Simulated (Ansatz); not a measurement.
**Run report: TiSi₂, geometry relaxation**

TiSi₂ (Fddd, 6 atoms in the cell), computed with DFT PBEsol, scalar-relativistic, plane waves, PAW, no spin polarisation (Ansatz 0.2.0).

The structure derives from an entry of the Crystallography Open Database. It belongs to a series of runs on one base structure; here: relaxed at 30 GPa. Figures and captions count atoms from 1; the log counts them from 0 in places.

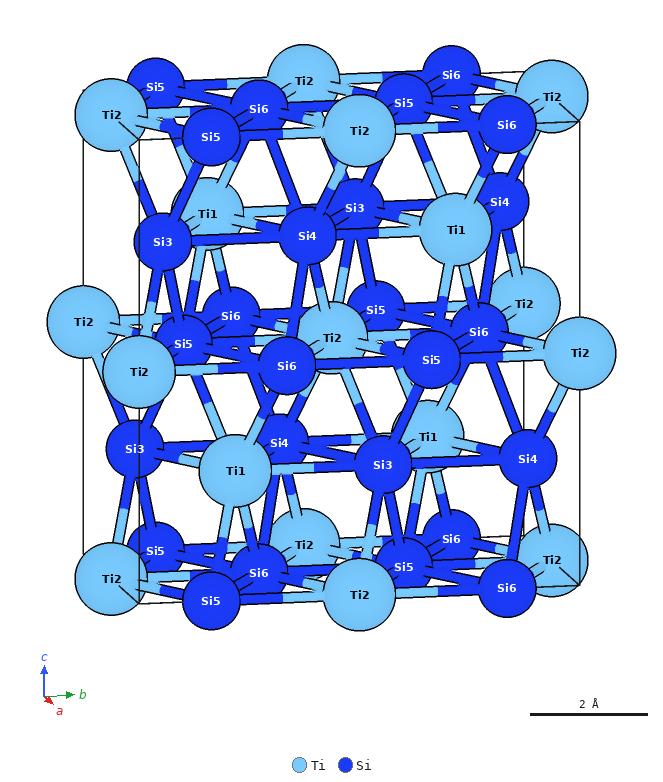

**Figure 1.** The input geometry (ball-and-stick view of the cell 4 times as large as that of the calculation, set on its symmetry axes, seen slightly off an axis; atoms are numbered from 1 in the order of the input). An atom can appear more than once, as a periodic image.

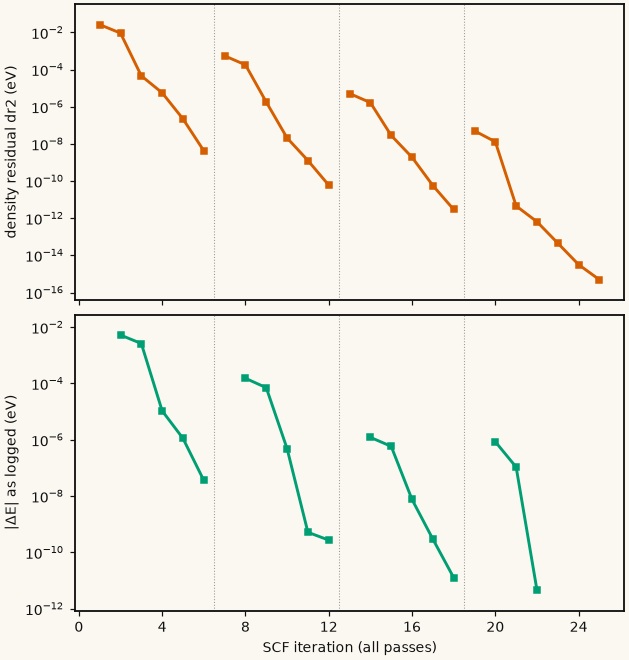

**Figure 2.** Convergence of the self-consistent field: density residual dr2 and size of the energy change against the SCF iteration. The dotted lines part the SCF passes of the relaxation: geometry steps, rejected trials and re-solves on a re-selected basis. The passes take 6, 6, 6 and 7 iterations.

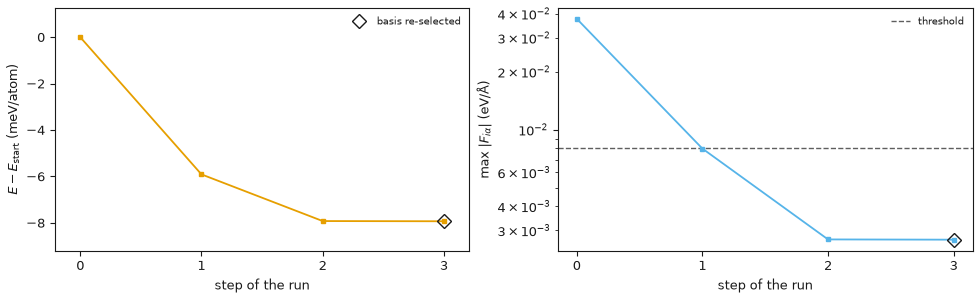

**Figure 3.** Progress of the relaxation, step by step (the first geometry is step 0 here and step 1 in the log). After 2 geometry steps the energy has fallen by 7.9 meV per atom. The largest force component goes from 0.038 to 0.0027 eV/Å. Pressure: 31.09 GPa at the start and 29.98 GPa at the end. No atom moves by more than 0.005 Å relative to the cell. The volume changes by +0.3 %, with a 4.527 → 4.530 Å (+0.1 %), b 7.749 → 7.733 Å (−0.2 %), c 8.131 → 8.169 Å (+0.5 %). Distances before and after: Si3–Si5 2.405 → 2.414 Å, Ti1–Si5 2.420 → 2.427 Å, Ti1–Si3 2.602 → 2.595 Å. The space group stays Fddd (No. 70). A last SCF at the same geometry on a re-selected plane-wave basis shifts the energy by next to nothing (0.0 meV per atom). (Atoms are counted from 1 in the order of the input.)

The input that produced these results follows, with the program's output.

**Input file**
```yaml
crystal:
  lattice:
    - [0.0, 3.8744089267, 4.065552496]
    - [2.2634372786, 0.0, 4.065552496]
    - [2.2634372786, 3.8744089267, 0.0]
  atoms:
    - { symbol: Ti, position: [0.75, 0.75, 0.75] }
    - { symbol: Ti, position: [0.5, 0.5, 0.5] }
    - { symbol: Si, position: [0.0858015283, 0.4141984717, 0.0858015283] }
    - { symbol: Si, position: [0.4141984717, 0.0858015283, 0.4141984717] }
    - { symbol: Si, position: [0.1641984717, 0.8358015283, 0.1641984717] }
    - { symbol: Si, position: [0.8358015283, 0.1641984717, 0.8358015283] }
basis:
  ecutwfc: 420
kpoints:
  mp_grid: { grid: [10, 10, 10] }
hamiltonian:
  xc: pbesol
scf:
  occupations: { method: gaussian, width: 0.1 }
output:
  forces: true
  stress: true
  eigenvalues: true
relax:
  adjacent_minimum: "off"
  f_tol: 0.008
  max_steps: 50
  cell: { stress_tol: 0.08, p_target: 30.0 }
```

Launch command:
```bash
ansatz run input.yaml --threads 1 --pin off --max-ram 2560MiB --backend cpu --events-out ev --progress --plain --runs-dir out
```

**Output**
```
Engine: ansatz 0.2.0, x86_64-unknown-linux-gnu
Pseudopotentials: kind: paw
Pseudopotential: Ti, paw, valence charge 12, recommended cutoff 420 eV (normal), Ti.paw.azcp
Pseudopotential: Si, paw, valence charge 4, recommended cutoff 420 eV (normal), Si.paw.azcp
Functional definition: PBEsol
  exchange = pbesol_x
  correlation = pbesol_c
Crystal: 6 atoms, lattice volume = 71.306 Å³
Basis set: ecut = 420 eV, 1399 PW (Γ), exchange–correlation on 80×64×60 points (8 copies of the dense FFT grid, shifted against one another)
Bands: 26, of which v1, the nominal top of the filled ones, is band 20 counted from 1 (19 counted from 0)
Symmetry: 8 space group operations
Space group: Fddd (ITA 70), of the structure as read, at distance tolerance 4.1e-5 Å
k-points: 171 of 1000
Non-local potential: Ti, projectors of the file, l = 0: 3, l = 1: 2, l = 2: 3, l = 3: 1
Non-local potential: Si, projectors of the file, l = 0: 2, l = 1: 2, l = 2: 2
PAW form: soft (Blöchl's): semilocal exchange-correlation on the pseudo side does not see the compensation charge
PAW frozen core: Ti, regenerated for the run's functional, and the local potential with it (the file was generated under x = pbe(κ = 0.804, μ = 0.2195149727645171), c = pbe(β = 0.06672455060314922))
PAW frozen core: Si, regenerated for the run's functional, and the local potential with it (the file was generated under x = pbe(κ = 0.804, μ = 0.2195149727645171), c = pbe(β = 0.06672455060314922))
PAW one-centre angular grid: Ti, 590 points (default); XC on 64 Gauss nodes
PAW one-centre angular grid: Si, 110 points (default); XC on 64 Gauss nodes
Initial density: superposition of atomic densities (neutral atoms: chi_scale 0, normalization atom), corrected by the library's trained network
Initial wavefunctions: pseudopotential atomic-orbital guess
Functional: x = pbesol(κ = 0.804, μ = 0.12345679012345678), c = pbesol(β = 0.046)
SCF iter   1: F=—  HF=-7436.832415 eV  |F-HF|=—  |Δ(HF+E_count)|=         —  Δρ=5.28e-3  dr2=2.64e-2  ethr=1.77e-3  ⟨swp⟩=6.2  Hψ=22544  notcnv=0  defer=2
preconditioner: auto → Kerker (q_TF=auto, 2.478 Å⁻¹)  [metal: Δε(μ)=0.010 eV  Ē_g=7.177 eV  σ=0.100 eV  W_gap=0.06  n_scr=16 (ndim 8)  ℏωp=21.5 eV  f_vac=0.000  D(μ)=1.87/eV (n_scr^D=12)]
SCF iter   2: F=—  HF=-7436.827152 eV  |F-HF|=—  |Δ(HF+E_count)|=   5.26e-3  Δρ=3.10e-3  dr2=9.22e-3  ethr=6.60e-5  ⟨swp⟩=1.0  Hψ=5814  notcnv=0  defer=2
SCF iter   3: F=—  HF=-7436.824519 eV  |F-HF|=—  |Δ(HF+E_count)|=   2.63e-3  Δρ=2.39e-4  dr2=4.61e-5  ethr=2.31e-5  ⟨swp⟩=2.0  Hψ=6168  notcnv=0  defer=2
SCF iter   4: F=—  HF=-7436.824509 eV  |F-HF|=—  |Δ(HF+E_count)|=   1.07e-5  Δρ=8.43e-5  dr2=5.65e-6  ethr=1.15e-7  ⟨swp⟩=2.0  Hψ=6290  notcnv=0  defer=2
SCF iter   5: F=—  HF=-7436.824508 eV  |F-HF|=—  |Δ(HF+E_count)|=   1.12e-6  Δρ=2.28e-5  dr2=2.22e-7  ethr=1.41e-8  ⟨swp⟩=3.0  Hψ=7762  notcnv=0  defer=3
SCF iter   6: F=-7436.824508 eV  HF=-7436.824508 eV  |F-HF|=2.08e-9  |Δ(HF+E_count)|=   3.62e-8  Δρ=2.65e-6  dr2=4.28e-9  ethr=2.50e-10  ⟨swp⟩=8.4  Hψ=18702  notcnv=0
SCF 1 converged in 6 iterations: F = -7436.824508 eV  dr2 = 4.28e-9
  greatest PAW one-centre occupation: 0.999 electrons in one spin orbital (limit 2), on the Ti atom at site 1 (counted from 0), in its partial waves of l = 0
relax step   1: F+E_penalty+E_count = -7436.82450757 eV  Δ(F+E_penalty+E_count) = +0.000e0 eV  max|allowed force component| = 3.769e-2 eV/Å  Δτ_max = 0.0000 Å  P = +31.091 GPa  Ω = 71.306 Å³  (6 SCF iters, dr2 threshold 1.00e-7 eV, accepted)
Crystal: 6 atoms, lattice volume = 71.474 Å³
Initial density: handed on by an earlier stage of this run
Initial wavefunctions: those handed on with the density
iter 1 solved again at ethr=1.15e-6 eV; its pass at ethr=3.10e-3 eV (dr2=4.60e-4 eV) is discarded
SCF iter   1: F=—  HF=-7436.860191 eV  |F-HF|=—  |Δ(HF+E_count)|=         —  Δρ=9.31e-4  dr2=5.51e-4  ethr=1.15e-6  ⟨swp⟩=2.0  Hψ=22588  notcnv=0
preconditioner: auto → Kerker (q_TF=auto, 2.477 Å⁻¹)  [metal: Δε(μ)=0.019 eV  Ē_g=7.168 eV  σ=0.100 eV  W_gap=0.11  n_scr=16 (ndim 8)  ℏωp=21.5 eV  f_vac=0.000  D(μ)=1.96/eV (n_scr^D=12)]
SCF iter   2: F=—  HF=-7436.860038 eV  |F-HF|=—  |Δ(HF+E_count)|=   1.53e-4  Δρ=5.13e-4  dr2=1.80e-4  ethr=1.15e-6  ⟨swp⟩=1.0  Hψ=4446  notcnv=0
SCF iter   3: F=—  HF=-7436.859967 eV  |F-HF|=—  |Δ(HF+E_count)|=   7.08e-5  Δρ=5.64e-5  dr2=1.79e-6  ethr=4.49e-7  ⟨swp⟩=2.4  Hψ=7364  notcnv=0
iter 4 did not close the SCF: its close was put off for the readings that it lacked (scf_convergence_deferred on its scf_iter line)
SCF iter   4: F=-7436.859966 eV  HF=-7436.859966 eV  |F-HF|=3.58e-9  |Δ(HF+E_count)|=   4.84e-7  Δρ=8.17e-6  dr2=2.09e-8  ethr=4.47e-9  ⟨swp⟩=2.4  Hψ=6407  notcnv=0
iter 5 did not close the SCF: its close was put off for the readings that it lacked (scf_convergence_deferred on its scf_iter line)
SCF iter   5: F=-7436.859966 eV  HF=-7436.859966 eV  |F-HF|=9.92e-10  |Δ(HF+E_count)|=  5.17e-10  Δρ=1.42e-6  dr2=1.28e-9  ethr=5.21e-11  ⟨swp⟩=2.8  Hψ=7686  notcnv=0
SCF iter   6: F=-7436.859966 eV  HF=-7436.859966 eV  |F-HF|=2.73e-11  |Δ(HF+E_count)|=  2.73e-10  Δρ=3.45e-7  dr2=6.01e-11  ethr=3.21e-12  ⟨swp⟩=1.0  Hψ=12436  notcnv=0
SCF 2 converged in 6 iterations: F = -7436.859966 eV  dr2 = 6.01e-11
relax step   2: F+E_penalty+E_count = -7436.85996625 eV  Δ(F+E_penalty+E_count) = -3.546e-2 eV  max|allowed force component| = 7.984e-3 eV/Å  Δτ_max = 0.0016 Å  P = +30.220 GPa  Ω = 71.474 Å³  energy of the carried Pulay correction = -3.752e-5 eV  (6 SCF iters, dr2 threshold 6.00e-7 eV, accepted)
Crystal: 6 atoms, lattice volume = 71.538 Å³
iter 1 solved again at ethr=1.16e-8 eV; its pass at ethr=3.10e-3 eV (dr2=4.63e-6 eV) is discarded
SCF iter   1: F=—  HF=-7436.872034 eV  |F-HF|=—  |Δ(HF+E_count)|=         —  Δρ=7.86e-5  dr2=5.16e-6  ethr=1.16e-8  ⟨swp⟩=2.1  Hψ=22244  notcnv=0
preconditioner: auto → Kerker (q_TF=auto, 2.476 Å⁻¹)  [metal: Δε(μ)=0.021 eV  Ē_g=7.164 eV  σ=0.100 eV  W_gap=0.12  n_scr=16 (ndim 8)  ℏωp=21.5 eV  f_vac=0.000  D(μ)=1.96/eV (n_scr^D=12)]
SCF iter   2: F=—  HF=-7436.872033 eV  |F-HF|=—  |Δ(HF+E_count)|=   1.22e-6  Δρ=4.34e-5  dr2=1.67e-6  ethr=1.16e-8  ⟨swp⟩=1.0  Hψ=4446  notcnv=0
iter 3 did not close the SCF: its close was put off for the readings that it lacked (scf_convergence_deferred on its scf_iter line)
SCF iter   3: F=-7436.872032 eV  HF=-7436.872032 eV  |F-HF|=1.80e-8  |Δ(HF+E_count)|=   5.85e-7  Δρ=5.72e-6  dr2=2.85e-8  ethr=4.18e-9  ⟨swp⟩=2.5  Hψ=6321  notcnv=0
iter 4 did not close the SCF: its close was put off for the readings that it lacked (scf_convergence_deferred on its scf_iter line)
SCF iter   4: F=-7436.872032 eV  HF=-7436.872032 eV  |F-HF|=1.25e-9  |Δ(HF+E_count)|=   7.57e-9  Δρ=1.73e-6  dr2=1.91e-9  ethr=7.11e-11  ⟨swp⟩=2.0  Hψ=6318  notcnv=0
iter 5 did not close the SCF: its close was put off for the readings that it lacked (scf_convergence_deferred on its scf_iter line)
SCF iter   5: F=-7436.872032 eV  HF=-7436.872032 eV  |F-HF|=2.18e-11  |Δ(HF+E_count)|=  2.96e-10  Δρ=3.36e-7  dr2=5.76e-11  ethr=4.77e-12  ⟨swp⟩=3.0  Hψ=7999  notcnv=0
SCF iter   6: F=-7436.872032 eV  HF=-7436.872032 eV  |F-HF|=2.73e-12  |Δ(HF+E_count)|=  1.27e-11  Δρ=5.89e-8  dr2=2.95e-12  ethr=1.00e-12  ⟨swp⟩=1.0  Hψ=9576  notcnv=0
SCF 3 converged in 6 iterations: F = -7436.872032 eV  dr2 = 2.95e-12
relax step   3: F+E_penalty+E_count = -7436.87203221 eV  Δ(F+E_penalty+E_count) = -1.207e-2 eV  max|allowed force component| = 2.695e-3 eV/Å  Δτ_max = 0.0004 Å  P = +29.981 GPa  Ω = 71.538 Å³  energy of the carried Pulay correction = -5.173e-5 eV  (6 SCF iters, dr2 threshold 3.72e-7 eV, accepted)
Initial wavefunctions: pseudopotential atomic-orbital guess (no wavefunctions were taken with the density)
iter 1 solved again at ethr=7.70e-8 eV; its pass at ethr=3.10e-3 eV (dr2=3.08e-5 eV) is discarded
SCF iter   1: F=—  HF=-7436.872087 eV  |F-HF|=—  |Δ(HF+E_count)|=         —  Δρ=5.80e-5  dr2=5.05e-8  ethr=7.70e-8  ⟨swp⟩=3.0  Hψ=32709  notcnv=0
SCF iter   2: F=—  HF=-7436.872086 eV  |F-HF|=—  |Δ(HF+E_count)|=   8.52e-7  Δρ=2.94e-5  dr2=1.30e-8  ethr=1.26e-10  ⟨swp⟩=2.0  Hψ=5510  notcnv=0
iter 3 did not close the SCF: its close was put off for the readings that it lacked (scf_convergence_deferred on its scf_iter line)
SCF iter   3: F=-7436.872086 eV  HF=-7436.872086 eV  |F-HF|=2.73e-12  |Δ(HF+E_count)|=   1.07e-7  Δρ=1.06e-7  dr2=4.58e-12  ethr=3.24e-11  ⟨swp⟩=1.0  Hψ=4446  notcnv=0
iter 4 did not close the SCF: its close was put off for the readings that it lacked (scf_convergence_deferred on its scf_iter line)
SCF iter   4: F=-7436.872086 eV  HF=-7436.872086 eV  |F-HF|=0.00e0  |Δ(HF+E_count)|=  4.55e-12  Δρ=3.79e-8  dr2=6.48e-13  ethr=1.00e-12  ⟨swp⟩=1.0  Hψ=4453  notcnv=0
iter 5 did not close the SCF: its close was put off for the readings that it lacked (scf_convergence_deferred on its scf_iter line)
SCF iter   5: F=-7436.872086 eV  HF=-7436.872086 eV  |F-HF|=9.09e-13  |Δ(HF+E_count)|=    0.00e0  Δρ=8.68e-9  dr2=4.56e-14  ethr=1.00e-12  ⟨swp⟩=1.0  Hψ=4446  notcnv=0
iter 6 did not close the SCF: its close was put off for the readings that it lacked (scf_convergence_deferred on its scf_iter line)
SCF iter   6: F=-7436.872086 eV  HF=-7436.872086 eV  |F-HF|=9.09e-13  |Δ(HF+E_count)|=    0.00e0  Δρ=2.04e-9  dr2=3.18e-15  ethr=1.00e-12  ⟨swp⟩=1.0  Hψ=4446  notcnv=0
SCF iter   7: F=-7436.872086 eV  HF=-7436.872086 eV  |F-HF|=1.82e-12  |Δ(HF+E_count)|=    0.00e0  Δρ=9.88e-10  dr2=4.90e-16  ethr=1.00e-12  ⟨swp⟩=1.0  Hψ=9620  notcnv=0
SCF 4 converged in 7 iterations: F = -7436.872086 eV  dr2 = 4.90e-16
relax step   4: F+E_penalty+E_count = -7436.87208602 eV  Δ(F+E_penalty+E_count) = -5.382e-5 eV  max|allowed force component| = 2.687e-3 eV/Å  Δτ_max = 0.0000 Å  P = +29.982 GPa  Ω = 71.538 Å³  stress off target by 5.13e-2 GPa  SCF on the basis re-selected at this cell (its energy is not comparable with the rows above)  (7 SCF iters)
basis re-selected at this cell: Δ(F+E_penalty+E_count) = -5.382e-5 eV, ΔP = +0.001 GPa vs the last step (what re-selecting the basis moved, of the pressure what is left beyond the Pulay correction that the steps carried, after the strain that the cell walked since its last selection, with what the two solves' SCF thresholds leave and, on support functions, any second-order correction that the steps lacked; it is no measure of the basis error at this ecutwfc). This SCF's stress stands 5.13e-2 GPa from its target on what of the cell is left free (relax.cell.stress_tol is 8.00e-2 GPa) and its largest allowed force component is 2.69e-3 eV/Å (relax.f_tol is 8.00e-3 eV/Å): within both
SCF converged after 7 iterations
Free energy (F): -7436.872086 eV
Harris-Foulkes:  -7436.872086 eV  (|F-HF|=1.82e-12)
Internal energy: -7436.862295 eV  (E = F + TS)
E sigma→0 (E₀):  -7436.867191 eV
Entropy (-TS):   -0.009791 eV (-1.632 meV/atom)
Fermi energy:    15.005761 eV
--- Per-component energies (eV) ---
  E_band       = -115.211199
  E_kinetic    = 746.034139
  E_local      = -1854.520171  (includes V_loc(G=0)·N_el)
  E_nonlocal   = 124.156667
  E_hartree    = 839.334179
  E_xc         = -430.493705
  E_vxc        = -454.389231  (∫ρ·V_xc dr)
  E_paw        = -4043.636874  (= ΣΔE_a)
  E_vpaw       = -355.161227  (= ΣTr[D̂ρ^β])
  E_aug_tail   = 0.000269  (compensation charges beyond the density's cutoff)
  E_ewald      = -2818.141808
  E_core_change = 0.405011  (= ΣΔE_core)
  E_smearing   = -0.009791  (= −TS)
  E_closure    = -0.000000  (closes the sum)
  Σ components = -7436.872086   (vs F -7436.872086, Δ=0.00e0)
--- Forces (eV/Å), atoms counted from 1 ---
  atom   1  Ti     0.00000000     0.00000000     0.00000000
  atom   2  Ti    -0.00000000     0.00000000     0.00000000
  atom   3  Si     0.00000000    -0.00268701     0.00000000
  atom   4  Si     0.00000000     0.00268701    -0.00000000
  atom   5  Si     0.00000000     0.00268701     0.00000000
  atom   6  Si     0.00000000    -0.00268701     0.00000000
  max |Σ_I F_I| component: 0.00e0 eV/Å
--- Stress (GPa, compression-positive) ---
       30.037205       0.000000       0.000000
        0.000000      29.948672       0.000000
        0.000000       0.000000      29.959898
  P = ⅓ Tr σ = 29.9819 GPa (299.819 kbar)
--- Band table (eV; the first three rows and the last of 171) ---
  k-point 0: bands = ["-40.4299", "-40.3691", "-17.0850", "-17.0046", "-16.9113", "-16.8868", "-16.8486", "-16.8039", "1.4073", "7.7765", "8.9112", "9.3484", "9.5708", "10.7008", "11.4019", "12.2672", "12.3852", "13.0813", "13.2698", "13.6405", "13.8974", "17.4589", "18.7402", "18.9856", "19.1544", "19.3465"]
  k-point 1: bands = ["-40.4287", "-40.3702", "-17.0837", "-17.0056", "-16.9155", "-16.8869", "-16.8476", "-16.8048", "1.5304", "7.6294", "8.4855", "9.0864", "9.8178", "11.0899", "11.3719", "12.1905", "12.5205", "12.9623", "13.5465", "13.6431", "13.8869", "17.3174", "18.7976", "18.9213", "19.0653", "19.2126"]
  k-point 2: bands = ["-40.4254", "-40.3732", "-17.0809", "-17.0079", "-16.9277", "-16.8859", "-16.8456", "-16.8063", "1.8914", "7.2443", "7.6215", "9.0647", "9.8225", "11.0057", "11.8443", "11.9666", "13.0138", "13.1333", "13.6968", "13.7791", "14.2024", "16.9446", "18.4538", "18.5356", "18.7631", "18.8525"]
  k-point 170: bands = ["-40.3991", "-40.3991", "-16.9810", "-16.9810", "-16.9779", "-16.9779", "-16.8237", "-16.8237", "3.5399", "3.5399", "9.4046", "9.4046", "10.4073", "10.4073", "11.6847", "11.6847", "13.4616", "13.4616", "13.8273", "13.8273", "15.7648", "15.7648", "18.8595", "18.8595", "19.1331", "19.1331"]
--- Relaxed structure (3 steps of the walk, 3 accepted, 1 SCFs on fresh bases) ---
  F+E_penalty+E_count = -7436.87208602 eV   max|allowed force component| = 2.687e-3 eV/Å   (the final SCF, on the basis selected at the relaxed cell)
  cell:  # Å, volume = 71.5384 Å³
    - [0.0, 3.866535166312666, 4.084599277355929]
    - [2.2648417005647383, 0.0, 4.084599277355929]
    - [2.2648417005647383, 3.866535166312666, 0.0]
  atoms:
    - { symbol: Ti, position: [0.75, 0.7500000000000002, 0.7499999999999999] }
    - { symbol: Ti, position: [0.4999999999999999, 0.5, 0.5] }
    - { symbol: Si, position: [0.08554322588911159, 0.4144567741108883, 0.08554322588911165] }
    - { symbol: Si, position: [0.4144567741108883, 0.08554322588911159, 0.41445677411088844] }
    - { symbol: Si, position: [0.16445677411088827, 0.8355432258891116, 0.16445677411088838] }
    - { symbol: Si, position: [0.8355432258891116, 0.16445677411088838, 0.8355432258891116] }
```

**Trajectory as extended XYZ (Å, eV, eV/Å), 4 frames, from step=1 to step=4**
```
6
Lattice="0.0000 3.8744 4.0656 2.2634 0.0000 4.0656 2.2634 3.8744 0.0000" Properties=species:S:1:pos:R:3:forces:R:3 step=1 energy=-7436.82451 pressure_GPa=31.09
Ti    3.3952    5.8116    6.0983    0.0000   0.0000   0.0000
Ti    2.2634    3.8744    4.0656    0.0000   0.0000   0.0000
Si    1.1317    0.6649    2.0328    0.0000  -0.0377   0.0000
Si    1.1317    3.2095    2.0328    0.0000   0.0377   0.0000
Si    2.2634    1.2723    4.0656    0.0000   0.0377   0.0000
Si    2.2634    6.4765    4.0656    0.0000  -0.0377   0.0000
6
Lattice="0.0000 3.8636 4.0828 2.2656 0.0000 4.0828 2.2656 3.8636 0.0000" Properties=species:S:1:pos:R:3:forces:R:3 step=2 energy=-7436.85997 pressure_GPa=30.22
Ti    3.3983    5.7953    6.1242    0.0000   0.0000   0.0000
Ti    2.2656    3.8636    4.0828    0.0000   0.0000   0.0000
Si    1.1328    0.6614    2.0414    0.0000  -0.0080   0.0000
Si    1.1328    3.2022    2.0414    0.0000   0.0080   0.0000
Si    2.2656    1.2704    4.0828    0.0000   0.0080   0.0000
Si    2.2656    6.4567    4.0828    0.0000  -0.0080   0.0000
6
Lattice="0.0000 3.8665 4.0846 2.2648 0.0000 4.0846 2.2648 3.8665 0.0000" Properties=species:S:1:pos:R:3:forces:R:3 step=3 energy=-7436.87203 pressure_GPa=29.98
Ti    3.3973    5.7998    6.1269    0.0000   0.0000   0.0000
Ti    2.2648    3.8665    4.0846    0.0000   0.0000   0.0000
Si    1.1324    0.6615    2.0423    0.0000  -0.0027   0.0000
Si    1.1324    3.2050    2.0423    0.0000   0.0027   0.0000
Si    2.2648    1.2718    4.0846    0.0000   0.0027   0.0000
Si    2.2648    6.4613    4.0846    0.0000  -0.0027   0.0000
6
Lattice="0.0000 3.8665 4.0846 2.2648 0.0000 4.0846 2.2648 3.8665 0.0000" Properties=species:S:1:pos:R:3:forces:R:3 step=4 energy=-7436.87209 pressure_GPa=29.98
Ti    3.3973    5.7998    6.1269    0.0000   0.0000   0.0000
Ti    2.2648    3.8665    4.0846    0.0000   0.0000   0.0000
Si    1.1324    0.6615    2.0423    0.0000  -0.0027   0.0000
Si    1.1324    3.2050    2.0423    0.0000   0.0027   0.0000
Si    2.2648    1.2718    4.0846    0.0000   0.0027   0.0000
Si    2.2648    6.4613    4.0846    0.0000  -0.0027   0.0000
```

**Key numbers**

```tsv
quantity	value
outcome	converged
space group (tolerance 0.01 Å)	Fddd (70)
electrons treated	40
free energy	−7436.8721 eV
Fermi energy	15.006 eV
gap on the k-point mesh	none (metallic)
pressure	29.98 GPa
final volume	71.54 Å³
largest force (length of the vector) at the end	0.003 eV/Å
final cell	a = 5.624 Å, b = 4.670 Å, c = 4.481 Å, α = 75.81°, β = 53.62°, γ = 50.57°
hardware	1 thread of Intel Xeon (Sapphire Rapids), 32 GiB of memory available, shared host
wall time	61 s
peak memory	0.61 GiB
```

**Notes**

The cell was relaxed to the target pressure of the input; what is minimised is then the enthalpy E + pV.
